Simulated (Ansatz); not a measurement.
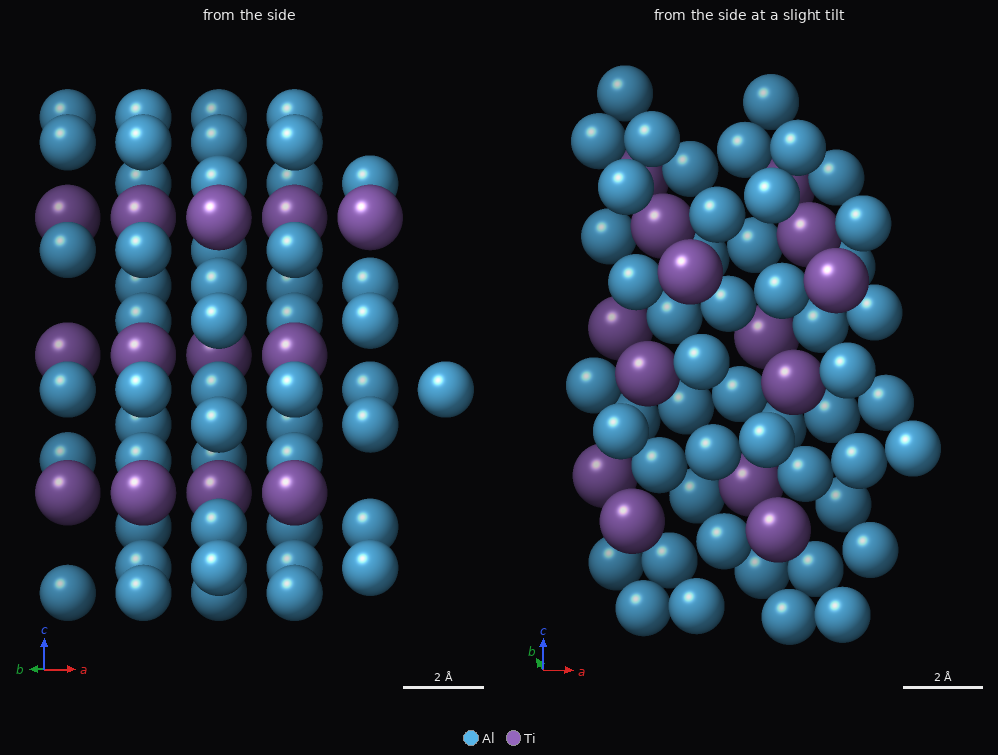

A spheres-only picture of a periodic slab, seen from the side and from the side at a slight tilt. The surface normal points up in side views; the vacuum is left out. 2×2 cells are drawn in the plane, with atoms at the edges repeated.

The cell holds 3 Ti, 12 Al. The slab was cut from bulk TiAl3 (I4/mmm).

Q: Name the terminations.

A: The top face ends in Al, the bottom face in Al. The two faces are alike.

Q: How far apart are the outermost atoms along the normal?

A: About 12 Å from the lowest to the highest atom.

Q: Which crystal face is exposed?

A: (1 0 1).

Its origin is a structure listed in the Materials Project, from which a slab was cut. The atoms were relaxed in a fixed cell with Ansatz, DFT r2SCAN, scalar-relativistic, plane waves, PAW.
